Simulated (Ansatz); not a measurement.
# Geometry relaxation, with input and output: TiAl

TiAl (8 atoms in the cell), computed with DFT PBEsol, scalar-relativistic, plane waves, PAW, no spin polarisation (Ansatz 0.2.0).

The structure derives from a Materials Project entry. It belongs to a series of runs on one base structure; here: 0 of 4 Ti sites taken by Ru, cell and atoms relaxed. Figures and captions count atoms from 1; the log counts them from 0 in places.

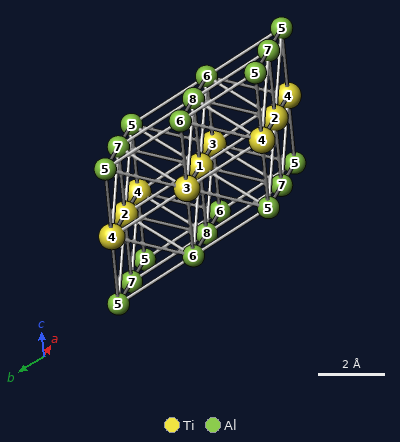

*The starting structure (ball-and-stick view of the cell of the calculation, seen at an oblique angle; atoms are numbered from 1 in the order of the input). An atom can appear more than once, as a periodic image.*

Near neighbours in the periodic cell (some may lie outside the picture): Ti has 8 Al at 2.83 Å and 4 Ti at 2.79 Å; Al has 4 Al at 2.79 Å and 8 Ti at 2.83 Å.

**Input**
```yaml
crystal:
  lattice:
    - [5.589272039, 0.0, 0.0]
    - [0.0, 5.589272039, 0.0]
    - [-2.7946360195, -2.7946360195, 4.041136987]
  atoms:
    - { symbol: Ti, position: [0.5, 0.5, 0.5] }
    - { symbol: Ti, position: [0.5, 0.0, 0.5] }
    - { symbol: Ti, position: [0.0, 0.5, 0.5] }
    - { symbol: Ti, position: [0.0, 0.0, 0.5] }
    - { symbol: Al, position: [0.0, 0.0, 0.0] }
    - { symbol: Al, position: [0.0, 0.5, 0.0] }
    - { symbol: Al, position: [0.5, 0.0, 0.0] }
    - { symbol: Al, position: [0.5, 0.5, 0.0] }
basis:
  ecutwfc: 420
kpoints:
  mp_grid: { grid: [10, 10, 10] }
hamiltonian:
  xc: pbesol
scf:
  occupations: { method: gaussian, width: 0.1 }
output:
  forces: true
  stress: true
  eigenvalues: true
relax:
  adjacent_minimum: "off"
  f_tol: 0.015
  max_steps: 60
  cell: { stress_tol: 0.15 }
```

Command:
```bash
ansatz run input.yaml --threads 1 --pin off --max-ram 2560MiB --backend cpu --events-out ev --progress --plain --runs-dir out
```

**Output**
```
Engine: ansatz 0.2.0, x86_64-unknown-linux-gnu
Pseudopotentials: kind: paw
Pseudopotential: Ti, paw, valence charge 12, recommended cutoff 420 eV (normal), Ti.paw.azcp
Pseudopotential: Al, paw, valence charge 3, recommended cutoff 420 eV (normal), Al.paw.azcp
Functional definition: PBEsol
  exchange = pbesol_x
  correlation = pbesol_c
Crystal: 8 atoms, lattice volume = 126.245 Å³
Basis set: ecut = 420 eV, 2469 PW (Γ), exchange–correlation on 80×80×80 points (8 copies of the dense FFT grid, shifted against one another)
Bands: 38, of which v1, the nominal top of the filled ones, is band 30 counted from 1 (29 counted from 0)
Symmetry: 64 space group operations
Space group: P4/mmm (ITA 123), of the structure as read, at distance tolerance 5.0e-5 Å
k-points: 102 of 1000
Non-local potential: Ti, projectors of the file, l = 0: 3, l = 1: 2, l = 2: 3, l = 3: 1
Non-local potential: Al, projectors of the file, l = 0: 2, l = 1: 2, l = 2: 1
PAW form: soft (Blöchl's): semilocal exchange-correlation on the pseudo side does not see the compensation charge
PAW frozen core: Ti, regenerated for the run's functional, and the local potential with it (the file was generated under x = pbe(κ = 0.804, μ = 0.2195149727645171), c = pbe(β = 0.06672455060314922))
PAW frozen core: Al, regenerated for the run's functional, and the local potential with it (the file was generated under x = pbe(κ = 0.804, μ = 0.2195149727645171), c = pbe(β = 0.06672455060314922))
PAW one-centre angular grid: Ti, 590 points (default); XC on 64 Gauss nodes
PAW one-centre angular grid: Al, 110 points (default); XC on 64 Gauss nodes
Initial density: superposition of atomic densities (neutral atoms: chi_scale 0, normalization atom), corrected by the library's trained network
Initial wavefunctions: pseudopotential atomic-orbital guess
Functional: x = pbesol(κ = 0.804, μ = 0.12345679012345678), c = pbesol(β = 0.046)
SCF iter   1: F=—  HF=-11997.089360 eV  |F-HF|=—  |Δ(HF+E_count)|=         —  Δρ=4.53e-3  dr2=2.03e-2  ethr=1.77e-3  ⟨swp⟩=5.8  Hψ=16204  notcnv=0
preconditioner: auto → Kerker (q_TF=auto, 2.410 Å⁻¹)  [metal: Δε(μ)=0.001 eV  Ē_g=4.038 eV  σ=0.100 eV  W_gap=0.01  n_scr=26 (ndim 8)  ℏωp=17.5 eV  f_vac=0.000  D(μ)=6.74/eV (n_scr^D=58)]
SCF iter   2: F=—  HF=-11997.084467 eV  |F-HF|=—  |Δ(HF+E_count)|=   4.89e-3  Δρ=2.33e-3  dr2=7.15e-3  ethr=3.39e-5  ⟨swp⟩=1.8  Hψ=5572  notcnv=0
SCF iter   3: F=—  HF=-11997.082703 eV  |F-HF|=—  |Δ(HF+E_count)|=   1.76e-3  Δρ=3.78e-4  dr2=2.05e-4  ethr=1.19e-5  ⟨swp⟩=2.0  Hψ=4855  notcnv=0  defer=1
SCF iter   4: F=—  HF=-11997.082638 eV  |F-HF|=—  |Δ(HF+E_count)|=   6.52e-5  Δρ=7.84e-5  dr2=1.00e-5  ethr=3.42e-7  ⟨swp⟩=3.0  Hψ=7074  notcnv=0  defer=1
SCF iter   5: F=—  HF=-11997.082684 eV  |F-HF|=—  |Δ(HF+E_count)|=   4.62e-5  Δρ=2.08e-5  dr2=4.35e-7  ethr=1.67e-8  ⟨swp⟩=2.0  Hψ=5047  notcnv=0  defer=1
SCF iter   6: F=-11997.082684 eV  HF=-11997.082684 eV  |F-HF|=9.38e-9  |Δ(HF+E_count)|=   1.37e-7  Δρ=3.99e-6  dr2=1.78e-8  ethr=1.67e-10  ⟨swp⟩=8.2  Hψ=15084  notcnv=0
SCF 1 converged in 6 iterations: F = -11997.082684 eV  dr2 = 1.78e-8
  greatest PAW one-centre occupation: 0.999 electrons in one spin orbital (limit 2), on the Ti atom at site 3 (counted from 0), in its partial waves of l = 0
relax step   1: F+E_penalty+E_count = -11997.08268426 eV  Δ(F+E_penalty+E_count) = +0.000e0 eV  max|allowed force component| = 5.399e-30 eV/Å  Δτ_max = 0.0000 Å  P = -0.047 GPa  Ω = 126.245 Å³  (6 SCF iters, dr2 threshold 1.00e-7 eV, accepted)
Initial density: handed on by an earlier stage of this run
Initial wavefunctions: pseudopotential atomic-orbital guess (no wavefunctions were taken with the density)
iter 1 solved again at ethr=5.63e-8 eV; its pass at ethr=3.10e-3 eV (dr2=3.38e-5 eV) is discarded
SCF iter   1: F=—  HF=-11997.082620 eV  |F-HF|=—  |Δ(HF+E_count)|=         —  Δρ=3.91e-6  dr2=1.72e-8  ethr=5.63e-8  ⟨swp⟩=3.2  Hψ=25519  notcnv=0
preconditioner: auto → Kerker (q_TF=auto, 2.410 Å⁻¹)  [metal: Δε(μ)=0.008 eV  Ē_g=4.033 eV  σ=0.100 eV  W_gap=0.05  n_scr=26 (ndim 8)  ℏωp=17.5 eV  f_vac=0.000  D(μ)=6.97/eV (n_scr^D=60)]
SCF iter   2: F=—  HF=-11997.082684 eV  |F-HF|=—  |Δ(HF+E_count)|=   6.39e-5  Δρ=2.59e-6  dr2=7.81e-9  ethr=2.87e-11  ⟨swp⟩=2.1  Hψ=5537  notcnv=0
iter 3 did not close the SCF: its close was put off for the readings that it lacked (scf_convergence_deferred on its scf_iter line)
SCF iter   3: F=-11997.082684 eV  HF=-11997.082684 eV  |F-HF|=4.78e-10  |Δ(HF+E_count)|=   3.14e-9  Δρ=5.99e-7  dr2=5.39e-10  ethr=1.30e-11  ⟨swp⟩=2.0  Hψ=4370  notcnv=0
iter 4 did not close the SCF: its close was put off for the readings that it lacked (scf_convergence_deferred on its scf_iter line)
SCF iter   4: F=-11997.082684 eV  HF=-11997.082684 eV  |F-HF|=5.46e-12  |Δ(HF+E_count)|=  1.60e-10  Δρ=1.46e-7  dr2=1.58e-11  ethr=1.00e-12  ⟨swp⟩=2.0  Hψ=5203  notcnv=0
iter 5 did not close the SCF: its close was put off for the readings that it lacked (scf_convergence_deferred on its scf_iter line)
SCF iter   5: F=-11997.082684 eV  HF=-11997.082684 eV  |F-HF|=1.82e-12  |Δ(HF+E_count)|=  1.82e-12  Δρ=3.33e-8  dr2=9.86e-13  ethr=1.00e-12  ⟨swp⟩=1.0  Hψ=3876  notcnv=0
iter 6 did not close the SCF: its close was put off for the readings that it lacked (scf_convergence_deferred on its scf_iter line)
SCF iter   6: F=-11997.082684 eV  HF=-11997.082684 eV  |F-HF|=3.64e-12  |Δ(HF+E_count)|=  5.46e-12  Δρ=5.97e-9  dr2=4.38e-14  ethr=1.00e-12  ⟨swp⟩=1.0  Hψ=3876  notcnv=0
SCF iter   7: F=-11997.082684 eV  HF=-11997.082684 eV  |F-HF|=1.82e-12  |Δ(HF+E_count)|=  5.46e-12  Δρ=8.22e-10  dr2=9.07e-16  ethr=1.00e-12  ⟨swp⟩=1.2  Hψ=8304  notcnv=0
SCF 2 converged in 7 iterations: F = -11997.082684 eV  dr2 = 9.07e-16
relax step   2: F+E_penalty+E_count = -11997.08268426 eV  Δ(F+E_penalty+E_count) = -2.392e-9 eV  max|allowed force component| = 6.336e-30 eV/Å  Δτ_max = 0.0000 Å  P = -0.047 GPa  Ω = 126.245 Å³  stress off target by 1.14e-1 GPa  SCF on the basis re-selected at this cell (its energy is not comparable with the rows above)  (7 SCF iters)
```

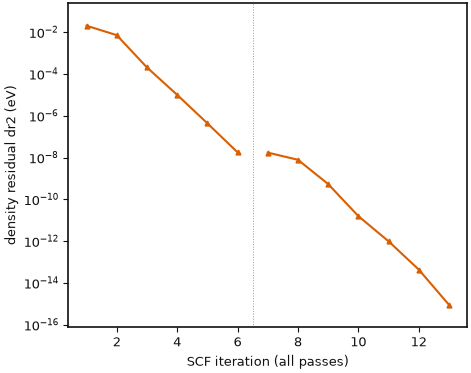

*Convergence of the self-consistent field: density residual dr2 against the SCF iteration. The dotted lines part the SCF passes of the relaxation: geometry steps, rejected trials and re-solves on a re-selected basis.*

The passes take 6 and 7 iterations.

```
basis re-selected at this cell: Δ(F+E_penalty+E_count) = -2.392e-9 eV, ΔP = +0.000 GPa vs the last step (what re-selecting the basis moved, of the pressure what is left beyond the Pulay correction that the steps carried, after the strain that the cell walked since its last selection, with what the two solves' SCF thresholds leave and, on support functions, any second-order correction that the steps lacked; it is no measure of the basis error at this ecutwfc). This SCF's stress stands 1.14e-1 GPa from its target on what of the cell is left free (relax.cell.stress_tol is 1.50e-1 GPa) and its largest allowed force component is 6.34e-30 eV/Å (relax.f_tol is 1.50e-2 eV/Å): within both
SCF converged after 7 iterations
Free energy (F): -11997.082684 eV
Harris-Foulkes:  -11997.082684 eV  (|F-HF|=1.82e-12)
Internal energy: -11997.047815 eV  (E = F + TS)
E sigma→0 (E₀):  -11997.065250 eV
Entropy (-TS):   -0.034869 eV (-4.359 meV/atom)
Fermi energy:    11.245279 eV
--- Per-component energies (eV) ---
  E_band       = -637.022308
  E_kinetic    = 1189.549345
  E_local      = -4260.945127  (includes V_loc(G=0)·N_el)
  E_nonlocal   = 82.273010
  E_hartree    = 1829.644747
  E_xc         = -547.955548
  E_vxc        = -607.263866  (∫ρ·V_xc dr)
  E_paw        = -5911.710958  (= ΣΔE_a)
  E_vpaw       = -699.925631  (= ΣTr[D̂ρ^β])
  E_aug_tail   = 0.000465  (compensation charges beyond the density's cutoff)
  E_ewald      = -4378.537843
  E_core_change = 0.634093  (= ΣΔE_core)
  E_smearing   = -0.034869  (= −TS)
  E_closure    = 0.000000  (closes the sum)
  Σ components = -11997.082684   (vs F -11997.082684, Δ=0.00e0)
--- Forces (eV/Å), atoms counted from 1 ---
  atom   1  Ti     0.00000000     0.00000000    -0.00000000
  atom   2  Ti     0.00000000     0.00000000     0.00000000
  atom   3  Ti     0.00000000     0.00000000    -0.00000000
  atom   4  Ti     0.00000000     0.00000000     0.00000000
  atom   5  Al     0.00000000     0.00000000     0.00000000
  atom   6  Al     0.00000000     0.00000000     0.00000000
  atom   7  Al    -0.00000000     0.00000000     0.00000000
  atom   8  Al     0.00000000     0.00000000     0.00000000
  max |Σ_I F_I| component: 9.76e-30 eV/Å
--- Stress (GPa, compression-positive) ---
       -0.012857      -0.000000       0.000000
        0.000000      -0.012857       0.000000
       -0.000000       0.000000      -0.114120
  P = ⅓ Tr σ = -0.0466 GPa (-0.466 kbar)
--- Band table (eV; the first three rows and the last of 102) ---
  k-point 0: bands = ["-45.0586", "-44.9910", "-44.9910", "-44.9270", "-21.6315", "-21.6315", "-21.5678", "-21.5573", "-21.5573", "-21.5162", "-21.5162", "-21.4416", "-21.1017", "-21.1017", "-21.0537", "-21.0537", "2.0930", "6.2694", "6.2694", "7.9761", "8.2692", "8.2692", "9.3009", "10.0292", "10.0292", "10.1355", "10.1355", "10.3686", "10.7970", "10.8211", "10.8211", "10.8904", "11.0016", "11.0016", "12.6362", "12.6362", "13.0702", "13.0702"]
  k-point 1: bands = ["-45.0586", "-44.9910", "-44.9910", "-44.9270", "-21.6318", "-21.6318", "-21.5697", "-21.5571", "-21.5571", "-21.5149", "-21.5149", "-21.4427", "-21.1017", "-21.1017", "-21.0538", "-21.0538", "2.1870", "6.3054", "6.3054", "7.9886", "7.9886", "8.0269", "8.8959", "10.0733", "10.0733", "10.2143", "10.2143", "10.2790", "10.2790", "10.3845", "10.9218", "11.0874", "11.7323", "11.7323", "12.8028", "12.8028", "13.0654", "13.0654"]
  k-point 2: bands = ["-45.0584", "-44.9912", "-44.9912", "-44.9269", "-21.6326", "-21.6326", "-21.5747", "-21.5567", "-21.5567", "-21.5114", "-21.5114", "-21.4457", "-21.1015", "-21.1015", "-21.0539", "-21.0539", "2.4601", "6.4041", "6.4041", "7.4789", "7.4789", "8.0461", "8.1687", "9.6633", "9.6633", "9.9112", "9.9112", "10.4266", "10.6521", "10.6521", "11.2911", "11.3994", "12.6526", "12.6526", "13.0529", "13.0529", "13.3383", "13.3383"]
  k-point 101: bands = ["-44.9922", "-44.9922", "-44.9921", "-44.9921", "-21.5135", "-21.5135", "-21.5088", "-21.5088", "-21.3489", "-21.3489", "-21.3483", "-21.3483", "-21.3322", "-21.3322", "-21.3319", "-21.3319", "4.7327", "4.7327", "5.0038", "5.0038", "8.8622", "8.8622", "9.3985", "9.3985", "10.7772", "10.7772", "10.9198", "10.9198", "10.9855", "10.9855", "11.4336", "11.4336", "11.9842", "11.9842", "12.0360", "12.0360", "12.9543", "12.9543"]
--- Relaxed structure (1 steps of the walk, 1 accepted, 1 SCFs on fresh bases) ---
  F+E_penalty+E_count = -11997.08268426 eV   max|allowed force component| = 6.336e-30 eV/Å   (the final SCF, on the basis selected at the relaxed cell)
  cell:  # Å, volume = 126.2450 Å³
    - [5.589272039, 0.0, 0.0]
    - [0.0, 5.589272039, 0.0]
    - [-2.7946360195, -2.7946360195, 4.041136987]
  atoms:
    - { symbol: Ti, position: [0.49999999999999994, 0.49999999999999994, 0.49999999999999994] }
    - { symbol: Ti, position: [0.49999999999999994, 0.0, 0.49999999999999994] }
    - { symbol: Ti, position: [0.0, 0.49999999999999994, 0.49999999999999994] }
    - { symbol: Ti, position: [0.0, 0.0, 0.49999999999999994] }
    - { symbol: Al, position: [0.0, 0.0, 0.0] }
    - { symbol: Al, position: [0.0, 0.49999999999999994, 0.0] }
    - { symbol: Al, position: [0.49999999999999994, 0.0, 0.0] }
    - { symbol: Al, position: [0.49999999999999994, 0.49999999999999994, 0.0] }
```

**Trajectory as extended XYZ (Å, eV, eV/Å), 2 frames, from step=1 to step=2**
```
8
Lattice="5.5893 0.0000 0.0000 0.0000 5.5893 0.0000 -2.7946 -2.7946 4.0411" Properties=species:S:1:pos:R:3:forces:R:3 step=1 energy=-11997.08268 pressure_GPa=-0.05
Ti    1.3973    1.3973    2.0206    0.0000   0.0000   0.0000
Ti    1.3973   -1.3973    2.0206    0.0000   0.0000   0.0000
Ti   -1.3973    1.3973    2.0206    0.0000   0.0000   0.0000
Ti   -1.3973   -1.3973    2.0206    0.0000   0.0000   0.0000
Al    0.0000    0.0000    0.0000    0.0000   0.0000   0.0000
Al    0.0000    2.7946    0.0000    0.0000   0.0000   0.0000
Al    2.7946    0.0000    0.0000    0.0000   0.0000   0.0000
Al    2.7946    2.7946    0.0000    0.0000   0.0000   0.0000
8
Lattice="5.5893 0.0000 0.0000 0.0000 5.5893 0.0000 -2.7946 -2.7946 4.0411" Properties=species:S:1:pos:R:3:forces:R:3 step=2 energy=-11997.08268 pressure_GPa=-0.05
Ti    1.3973    1.3973    2.0206    0.0000   0.0000   0.0000
Ti    1.3973   -1.3973    2.0206    0.0000   0.0000   0.0000
Ti   -1.3973    1.3973    2.0206    0.0000   0.0000   0.0000
Ti   -1.3973   -1.3973    2.0206    0.0000   0.0000   0.0000
Al    0.0000    0.0000    0.0000    0.0000   0.0000   0.0000
Al    0.0000    2.7946    0.0000    0.0000   0.0000   0.0000
Al    2.7946    0.0000    0.0000    0.0000   0.0000   0.0000
Al    2.7946    2.7946    0.0000    0.0000   0.0000   0.0000
```

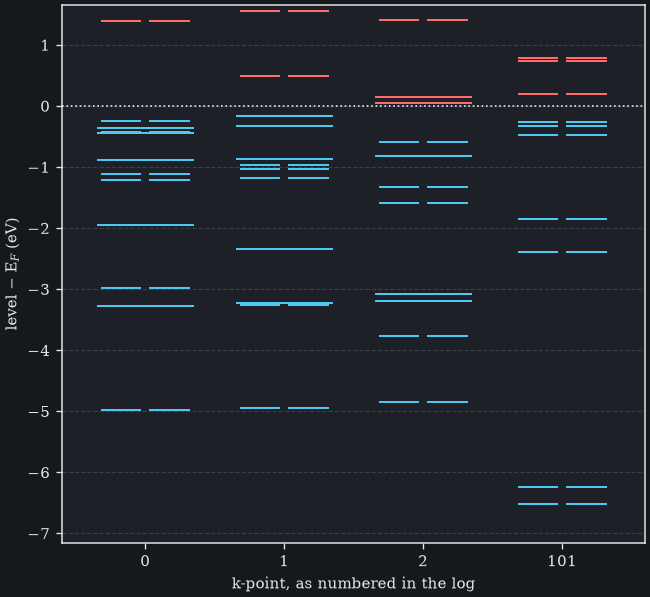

*Kohn–Sham levels near the Fermi level (dotted) at the few k-points that the log prints; levels within 0.02 eV of each other stand side by side.*

The system is metallic on the full mesh.

**Results in brief**

| quantity | value |
| --- | --- |
| outcome | converged |
| space group (tolerance 0.01 Å) | P4/mmm (123) |
| electrons treated | 60 |
| free energy | −11997.0827 eV |
| Fermi energy | 11.245 eV |
| gap on the k-point mesh | none (metallic) |
| pressure | −0.05 GPa |
| final volume | 126.24 Å³ |
| largest force (length of the vector) at the end | under 0.001 eV/Å |
| final cell | a = 5.589 Å, b = 5.589 Å, c = 5.653 Å, α = 119.63°, β = 119.63°, γ = 90.00° |
| hardware | 1 thread of Intel Xeon @ 2.50GHz (Skylake/Cascade Lake), 32 GiB of memory available, shared host |
| wall time | 52 s |
| peak memory | 0.7 GiB |
